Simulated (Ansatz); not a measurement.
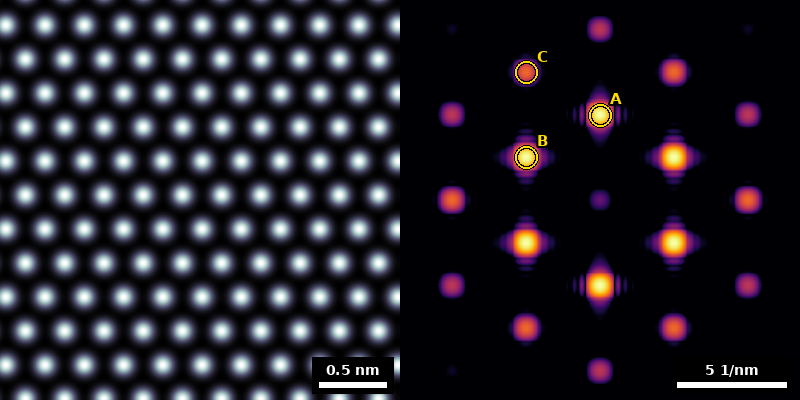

Z-contrast image of a crystal. Simulated incoherent Z contrast: every atom adds Z^1.8 spread by a probe of 1.30 Å full width; channelling and multiple scattering are left out. The probe carries 25 % of its weight in a tail 2.5 times as wide.

The right panel is the modulus of the image's Fourier transform on a logarithmic scale.

Which lattice spacings do the marked spots stand for, and what angle do A and B enclose?

A: 2.5 Å, B: 2.5 Å, C: 1.5 Å; A and B enclose about 60°.

The crystal is Cd (P6/mmm, No. 191) along [001]; the spots are (-1 1 0), (-1 0 0) and (-2 1 0). Structure used: the end point of a relaxation with DFT r2SCAN, scalar-relativistic, plane waves, PAW in Ansatz; the starting structure was generated, so it need not be a known form of this composition.
